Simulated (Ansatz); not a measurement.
# What a change does: geometry relaxation on GaSb

System: GaSb (F-43m, 2 atoms in the cell).
Method of the first run: Kohn-Sham DFT of a periodic cell, r2SCAN, Ansatz PAW, no spin polarisation (Ansatz 0.2.0).

The structure derives from an entry of the Crystallography Open Database. Text and figures count atoms from 1; the logs count them from 0 in places.

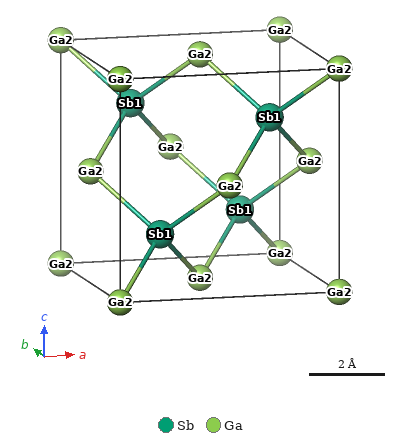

**Figure 1.** The structure as given in the input (ball-and-stick view of the cell 4 times as large as that of the calculation, set on its symmetry axes, seen slightly off an axis; atoms are numbered from 1 in the order of the input). Near neighbours in the crystal (not all of them lie inside the picture): Sb has 4 Ga at 2.65 Å; Ga has 4 Sb at 2.65 Å.

The input, the first run:
```yaml
crystal:
  lattice:
    - [0.0, 3.059, 3.059]
    - [3.059, 0.0, 3.059]
    - [3.059, 3.059, 0.0]
  atoms:
    - { symbol: Sb, position: [0.75, 0.75, 0.75] }
    - { symbol: Ga, position: [0.0, 0.0, 0.0] }
hamiltonian:
  xc: r2scan
  pseudopotentials: { kind: paw }
kpoints:
  mp_grid: { grid: [8, 8, 8] }
scf:
  occupations: { method: fermi_dirac, width: 0.05 }
output:
  forces: true
  stress: true
relax:
  f_tol: 0.01
  max_steps: 40
  cell: { stress_tol: 0.05 }
```

Command:
```bash
ansatz run input.yaml --threads 2 --pin off --max-ram 5120MiB --backend cpu --events-out ev --progress --plain --runs-dir out
```

Hardware: 2 threads of Arm Neoverse V1, 24 GiB of memory available, shared host.

Output, shortened to warnings, some set-up lines, iterations and results (the first run):
```
Basis set: ecut = 500 eV, 1459 PW (Γ), exchange–correlation on 128×128×128 points (64 copies of the dense FFT grid, shifted against one another)
Symmetry: 24 space group operations
k-points: 29 of 512 (time reversal used)
Initial density: superposition of atomic densities (neutral atoms: chi_scale 0, normalization atom), corrected by the library's trained network
[...]
SCF iter   1: F=—  HF=-10289.851870 eV  |F-HF|=—  |Δ(HF+E_count)|=         —  Δρ=7.60e-3  dr2=1.42e-2  dr2_τ=3.25e-3  ethr=1.77e-3  ⟨swp⟩=6.2  Hψ=2762  notcnv=0
SCF iter   2: F=—  HF=-10289.860347 eV  |F-HF|=—  |Δ(HF+E_count)|=   8.48e-3  Δρ=2.03e-3  dr2=1.89e-3  dr2_τ=3.65e-5  ethr=5.09e-5  ⟨swp⟩=2.0  Hψ=1133  notcnv=0
SCF iter   3: F=—  HF=-10289.859799 eV  |F-HF|=—  |Δ(HF+E_count)|=   5.49e-4  Δρ=1.63e-3  dr2=4.96e-4  dr2_τ=7.13e-6  ethr=6.75e-6  ⟨swp⟩=2.0  Hψ=785  notcnv=0
SCF iter   4: F=—  HF=-10289.860019 eV  |F-HF|=—  |Δ(HF+E_count)|=   2.20e-4  Δρ=2.71e-4  dr2=1.48e-5  dr2_τ=5.45e-7  ethr=1.77e-6  ⟨swp⟩=2.7  Hψ=647  notcnv=0
SCF iter   5: F=—  HF=-10289.860016 eV  |F-HF|=—  |Δ(HF+E_count)|=   2.14e-6  Δρ=2.49e-5  dr2=4.54e-7  dr2_τ=4.85e-9  ethr=5.27e-8  ⟨swp⟩=3.1  Hψ=939  notcnv=0
[... 18 lines ...]
SCF iter   3: F=—  HF=-10289.860454 eV  |F-HF|=—  |Δ(HF+E_count)|=   1.60e-6  Δρ=1.11e-5  dr2=1.81e-9  dr2_τ=1.44e-8  ethr=6.67e-11  ⟨swp⟩=2.0  Hψ=785  notcnv=0
SCF iter   4: F=—  HF=-10289.860455 eV  |F-HF|=—  |Δ(HF+E_count)|=   5.75e-7  Δρ=1.11e-6  dr2=8.42e-11  dr2_τ=1.24e-10  ethr=6.45e-12  ⟨swp⟩=2.0  Hψ=786  notcnv=0
SCF iter   5: F=-10289.860455 eV  HF=-10289.860455 eV  |F-HF|=1.46e-11  |Δ(HF+E_count)|=   6.24e-9  Δρ=9.02e-8  dr2=3.11e-12  dr2_τ=3.72e-13  ethr=1.00e-12  ⟨swp⟩=6.5  …
SCF 4 converged in 5 iterations: F = -10289.860455 eV  dr2 = 3.11e-12
relax step   4: F+E_penalty+E_count = -10289.86045485 eV  Δ(F+E_penalty+E_count) = -7.005e-5 eV  max|allowed force component| = 4.742e-17 eV/Å  Δτ_max = 0.0000 Å  P = -0.001 …
basis re-selected at this cell: Δ(F+E_penalty+E_count) = -7.005e-5 eV, ΔP = +0.001 GPa vs the last step (what re-selecting the basis moved, of the pressure what is left beyond the Pulay correction that the steps carried, after the strain that the cell walked since its last selection, with what the …
SCF converged after 5 iterations
Free energy (F): -10289.860455 eV
Harris-Foulkes:  -10289.860455 eV  (|F-HF|=1.46e-11)
Internal energy: -10289.860397 eV  (E = F + TS)
E sigma→0 (E₀):  -10289.860426 eV
Entropy (-TS):   -0.000058 eV (-0.029 meV/atom)
Fermi energy:    7.667219 eV
--- Per-component energies (eV) ---
  E_band       = -281.691695
  E_kinetic    = 321.383514
  E_local      = -3926.038159  (includes V_loc(G=0)·N_el)
  E_nonlocal   = 790.254244
  E_hartree    = 1808.744506
  E_xc         = -189.224715
  E_vxc        = -161.620333  (∫ρ·V_xc dr)
  E_paw        = -6606.545626  (= ΣΔE_a)
  E_vpaw       = -933.220811  (= ΣTr[D̂ρ^β])
  E_aug_tail   = -0.000046  (compensation charges beyond the density's cutoff)
  E_vtau       = 10.060951  (kinetic-family band-sum trace: ∫τ·v_τ [+ j·A + Jᵃ·Aᵃ] dr)
  E_ewald      = -2488.287084
  E_core_change = -0.147033  (= ΣΔE_core)
  E_smearing   = -0.000058  (= −TS)
  E_closure    = -0.000000  (closes the sum)
  Σ components = -10289.860455   (vs F -10289.860455, Δ=0.00e0)
--- Forces (eV/Å), atoms counted from 1 ---
  atom   1  Sb     0.00000000    -0.00000000    -0.00000000
  atom   2  Ga    -0.00000000     0.00000000     0.00000000
  max |Σ_I F_I| component: 5.55e-17 eV/Å
--- Stress (GPa, compression-positive) ---
       -0.000745       0.000000       0.000000
        0.000000      -0.000745       0.000000
        0.000000       0.000000      -0.000745
  P = ⅓ Tr σ = -0.0007 GPa (-0.007 kbar)
--- Relaxed structure (3 steps of the walk, 3 accepted, 1 SCFs on fresh bases) ---
  F+E_penalty+E_count = -10289.86045485 eV   max|allowed force component| = 4.742e-17 eV/Å   (the final SCF, on the basis selected at the relaxed cell)
  cell:  # Å, volume = 57.6387 Å³
    - [4.0762976263164716e-34, 3.0659238200210908, 3.0659238200210908]
    - [3.0659238200210908, 1.0853142430067607e-32, 3.0659238200210908]
    - [3.0659238200210908, 3.0659238200210908, 1.1158864752041342e-32]
  atoms:
    - { symbol: Sb, position: [0.7499999999999999, 0.7499999999999999, 0.7499999999999999] }
[...]
```

The second run used a changed input.

The two runs side by side:

| quantity | the first run | the second run |
| --- | --- | --- |
| outcome | converged | converged |
| free energy per atom (eV) | −5144.9302 | −5133.9169 |
| pressure (GPa) | 0.00 | 0.00 |
| volume per atom (Å³) | 28.82 | 30.00 |
| largest force (eV/Å) | 0.000 | 0.000 |
| SCF iterations | 20 | 32 |
| irreducible k-points | 29 | 29 |
| wall time (shared host) | 15 s | 8.8 s |

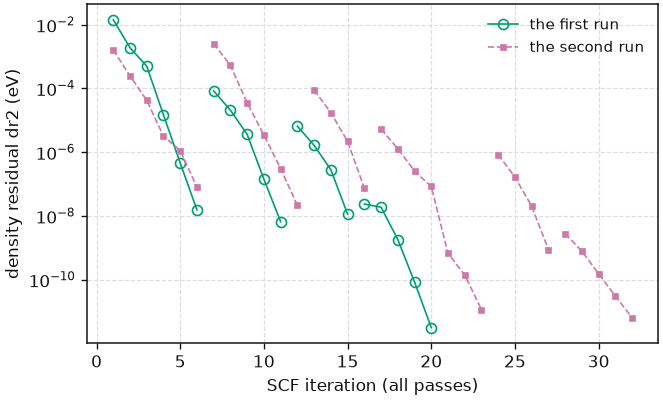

**Figure 2.** Convergence of the two runs: density residual dr2 against the SCF iteration. A break in a curve parts two SCF passes. The first run takes 20 iterations in all, and the second run takes 32.

Which change of the input explains these differences?

The change (lines with − go, lines with + come):
```diff
-  xc: r2scan
+  xc: pbe
```

The total energies belong to different methods, so their difference says nothing on which is more stable or more accurate. The volume per atom goes from 28.82 to 30.00 Å³. The functional changes from r2SCAN to PBE. The SCF takes 32 iterations over all geometry steps against 20. The default cutoff goes from 500 to 420 eV with the change. On the same kind of shared host the second run took about 0.6 times as long.

Output, shortened to warnings, some set-up lines, iterations and results (the second run):
```
Basis set: ecut = 420 eV, 1139 PW (Γ), exchange–correlation on 60×60×60 points (8 copies of the dense FFT grid, shifted against one another)
Symmetry: 24 space group operations
k-points: 29 of 512 (time reversal used)
Initial density: superposition of atomic densities (neutral atoms: chi_scale 0, normalization atom), corrected by the library's trained network
[...]
SCF iter   1: F=—  HF=-10267.815825 eV  |F-HF|=—  |Δ(HF+E_count)|=         —  Δρ=1.33e-3  dr2=1.61e-3  ethr=1.77e-3  ⟨swp⟩=6.1  Hψ=2642  notcnv=0
SCF iter   2: F=—  HF=-10267.814472 eV  |F-HF|=—  |Δ(HF+E_count)|=   1.35e-3  Δρ=6.28e-4  dr2=2.48e-4  ethr=5.74e-6  ⟨swp⟩=2.0  Hψ=1025  notcnv=0
SCF iter   3: F=—  HF=-10267.814478 eV  |F-HF|=—  |Δ(HF+E_count)|=   5.88e-6  Δρ=2.73e-4  dr2=4.19e-5  ethr=8.84e-7  ⟨swp⟩=2.0  Hψ=784  notcnv=0
SCF iter   4: F=—  HF=-10267.814504 eV  |F-HF|=—  |Δ(HF+E_count)|=   2.59e-5  Δρ=8.75e-5  dr2=3.19e-6  ethr=1.50e-7  ⟨swp⟩=2.0  Hψ=784  notcnv=0
SCF iter   5: F=—  HF=-10267.814511 eV  |F-HF|=—  |Δ(HF+E_count)|=   6.77e-6  Δρ=5.27e-5  dr2=1.12e-6  ethr=1.14e-8  ⟨swp⟩=2.0  Hψ=931  notcnv=0
[... 34 lines ...]
SCF iter   3: F=—  HF=-10267.833825 eV  |F-HF|=—  |Δ(HF+E_count)|=  2.04e-10  Δρ=7.01e-7  dr2=1.51e-10  ethr=2.79e-12  ⟨swp⟩=2.0  Hψ=784  notcnv=0
SCF iter   4: F=—  HF=-10267.833825 eV  |F-HF|=—  |Δ(HF+E_count)|=  1.38e-10  Δρ=2.36e-7  dr2=3.02e-11  ethr=1.00e-12  ⟨swp⟩=1.9  Hψ=572  notcnv=0
SCF iter   5: F=-10267.833825 eV  HF=-10267.833825 eV  |F-HF|=9.09e-12  |Δ(HF+E_count)|=  2.36e-11  Δρ=1.06e-7  dr2=6.40e-12  ethr=1.00e-12  ⟨swp⟩=5.8  Hψ=2123  notcnv=0
SCF 6 converged in 5 iterations: F = -10267.833825 eV  dr2 = 6.40e-12
relax step   6: F+E_penalty+E_count = -10267.83382488 eV  Δ(F+E_penalty+E_count) = +1.453e-5 eV  max|allowed force component| = 4.626e-17 eV/Å  Δτ_max = 0.0000 Å  P = -0.002 …
basis re-selected at this cell: Δ(F+E_penalty+E_count) = +1.453e-5 eV, ΔP = +0.000 GPa vs the last step (what re-selecting the basis moved, of the pressure what is left beyond the Pulay correction that the steps carried, after the strain that the cell walked since its last selection, with what the …
SCF converged after 5 iterations
Free energy (F): -10267.833825 eV
Harris-Foulkes:  -10267.833825 eV  (|F-HF|=9.09e-12)
Internal energy: -10267.833317 eV  (E = F + TS)
E sigma→0 (E₀):  -10267.833571 eV
Entropy (-TS):   -0.000508 eV (-0.254 meV/atom)
Fermi energy:    7.152986 eV
--- Per-component energies (eV) ---
  E_band       = -274.935451
  E_kinetic    = 321.998129
  E_local      = -3976.400283  (includes V_loc(G=0)·N_el)
  E_nonlocal   = 787.003702
  E_hartree    = 1826.265941
  E_xc         = -206.844737
  E_vxc        = -153.303875  (∫ρ·V_xc dr)
  E_paw        = -6564.710459  (= ΣΔE_a)
  E_vpaw       = -906.764969  (= ΣTr[D̂ρ^β])
  E_aug_tail   = -0.000121  (compensation charges beyond the density's cutoff)
  E_ewald      = -2455.145488
  E_smearing   = -0.000508  (= −TS)
  E_closure    = -0.000000  (closes the sum)
  Σ components = -10267.833825   (vs F -10267.833825, Δ=0.00e0)
--- Forces (eV/Å), atoms counted from 1 ---
  atom   1  Sb     0.00000000    -0.00000000    -0.00000000
  atom   2  Ga    -0.00000000     0.00000000     0.00000000
  max |Σ_I F_I| component: 3.70e-17 eV/Å
--- Stress (GPa, compression-positive) ---
       -0.001540      -0.000000       0.000000
       -0.000000      -0.001540       0.000000
        0.000000       0.000000      -0.001540
  P = ⅓ Tr σ = -0.0015 GPa (-0.015 kbar)
--- Relaxed structure (4 steps of the walk, 4 accepted, 2 SCFs on fresh bases) ---
  F+E_penalty+E_count = -10267.83382488 eV   max|allowed force component| = 4.626e-17 eV/Å   (the final SCF, on the basis selected at the relaxed cell)
  cell:  # Å, volume = 60.0045 Å³
    - [1.5057318058218066e-33, 3.107310210342639, 3.107310210342639]
    - [3.107310210342639, 1.7505493821767808e-32, 3.107310210342639]
    - [3.107310210342639, 3.107310210342639, 1.5387729822835136e-32]
  atoms:
    - { symbol: Sb, position: [0.75, 0.75, 0.75] }
    - { symbol: Ga, position: [1.3798615434614878e-33, -8.447061159593139e-34, -1.7576183158159637e-33] }
```
